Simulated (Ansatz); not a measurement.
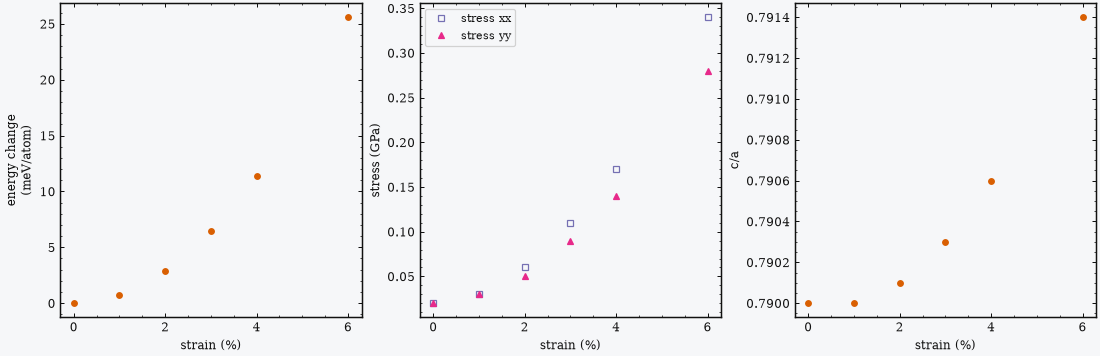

Plotted: energy change, stress xx, c/a and stress yy against strain for Hf₂Si, space group I4/mcm (No. 140).

Cell as given: a = 6.511 Å, b = 6.511 Å, c = 5.143 Å, α = 90.00°, β = 90.00°, γ = 90.00°; 12 atoms.

Computed with Ansatz 0.2.0: energy, stress and cell of a relaxed crystal along a series of strains, atoms and what the cell freedom names relaxed within the symmetry; stress is positive in compression; plane waves with PAW datasets, Γ-centred k mesh; energies extrapolated to zero smearing. Level: PBEsol, no spin polarisation.

wave cutoff 420 eV; k mesh 6×6×8; occupations Gaussian; smearing width 0.1 eV; strain kind shear ca; cell freedom cell held, c moved along a by strain times its height.

**How does the energy change vary with strain?**

It rises from 0.00 meV/atom at strain 0 % to 25.59 meV/atom at 6 %.

**How does the stress xx vary with strain?**

It rises from 0.02 GPa at strain 0 % to 0.34 GPa at 6 %.
